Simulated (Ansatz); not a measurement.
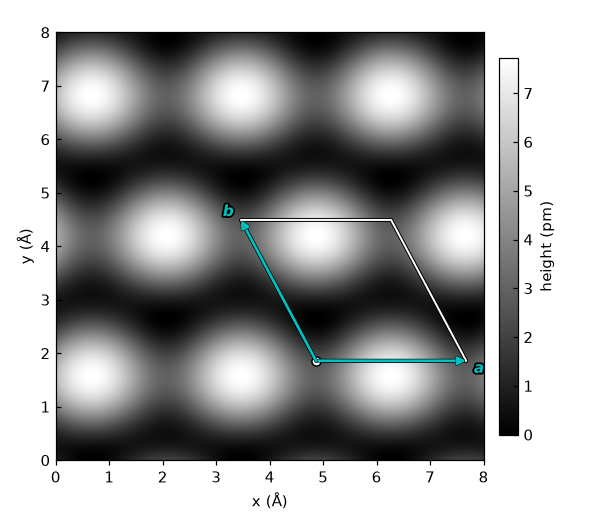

Constant-current image at a set point of 3.8 × 10⁻⁴ e/Å³ of Ga(101) (I4/mmm bulk, 5 atomic planes (those closer than 0.6 Å count as one), 10 Å), sample bias −1.00 V. The white outline is the surface cell of the coordinates below, with its origin (dot) on a lattice point and its vectors a and b marked.

Images follow the Tersoff–Hamann model: the current is the local density of the sample's states between the Fermi level and the bias, at the tip's centre. Bias windows are sharp sums over the levels of the k mesh.

Computed with Ansatz 0.2.0, DFT PBE, scalar-relativistic, plane waves, PAW. Cutoff 420 eV, 29 × 27 k-points, Gaussian smearing 0.1 eV, dipole correction. The slab is a cut without reconstruction beyond its cell, at the source's lattice constants, with its lower half held fixed and the rest relaxed. Relaxation changes the spacing of inner planes by up to 6 %, all the same way; the held half keeps the source's spacing. No spin polarisation. The run couldn't confirm all of its levels under its output density. The run warns that the functional's potential is rough in the thin density of the vacuum, where the tip is; weak contrasts and barriers may feel it.

```
Ga
1.0
     2.80800    0.00000    0.00000
    -1.40400    2.63432    0.00000
     0.00000    0.00000   27.50382
Ga
5
Direct
  0.28405 0.56810 0.32723
  0.56810 0.13620 0.41361
  0.89176 0.78353 0.50544
  0.18547 0.37094 0.59729
  0.43144 0.86288 0.68866
```

Question: What lies under the maxima and minima of this image?

Answer: The brightest spots lie over the top Ga atoms; the darkest points are over the sites above the Ga atoms 2.5 Å below the top plane. The corrugation is 8 pm at a mean tip height of 3.0 Å. So weak a contrast (8 pm) depends on the k-mesh and on the tip.
